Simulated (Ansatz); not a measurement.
## Electronic structure of Si4O (slab) in real space

```
Si O
1.0
     3.83334    0.00000    0.00000
     0.00000    3.83334    0.00000
     0.00000    0.00000   21.20348
Si O
4 1
Direct
  0.00000 0.50000 0.18865
  0.00000 0.00000 0.25257
  0.50000 0.00000 0.31919
  0.50000 0.50000 0.38218
  0.62500 0.87500 0.48593
```

A point of a scan over the structure, not its minimum; not relaxed (largest force 1.9 eV/Å); PAW files of the earlier set (soft_1); spin-polarised.

All numbers below come from DFT PBE+D3(BJ), scalar-relativistic, plane waves, PAW (Ansatz 0.2.0).

Core electrons are frozen (PAW), and the valence fields are smoothed inside the atomic spheres.

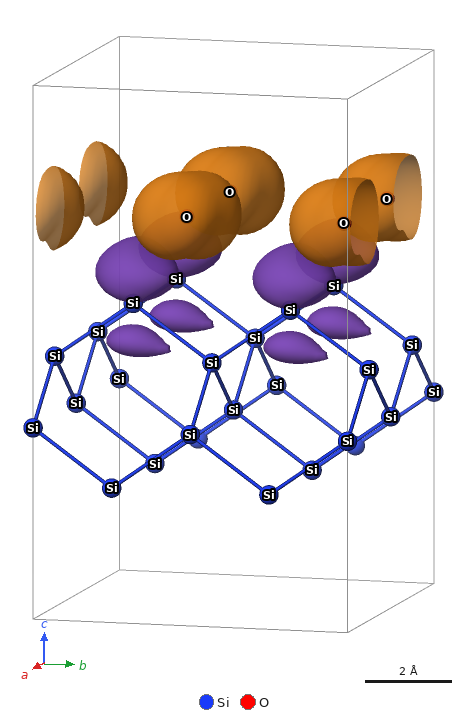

Figure 1. Isosurfaces of the magnetisation density (up minus down) at +0.015 (orange) and −0.015 e/Å³ (purple), seen slightly off an axis. Sticks mark near contacts.

Q: Which atoms carry the moments, and with what signs?

A: The spin density sits on O: +1.3 μB in one cell of 5 atoms, with smaller moments on other sites: Si (up to −0.06 μB): a single local moment. The cell of the calculation (5 atoms) carries 1.2 μB of net spin moment.

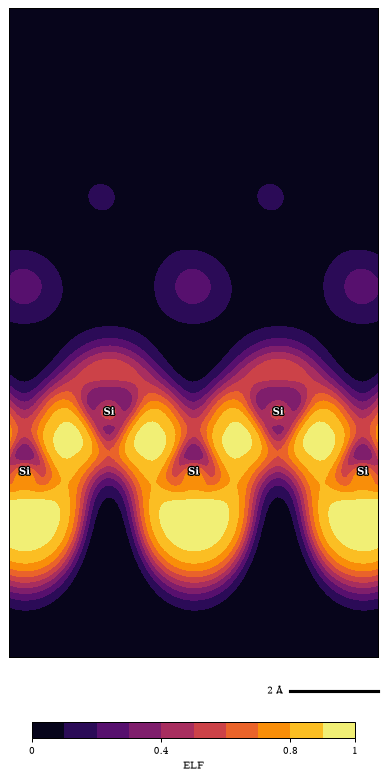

Figure 2. Electron localisation function on the (100) plane of the calculation cell, a cut from vacuum to vacuum.

Q: Read the bonding off the picture.

A:
- The section cuts through Si sites.
- Si–Si (2.35 Å): the ELF peaks at about 0.95 between the atoms.
- The ELF also peaks beside Si, away from the bonds: non-bonding electrons, paired or unpaired.

Q: Does the calculation give a band gap?

A: It is gapless in this calculation (a metal or semimetal).
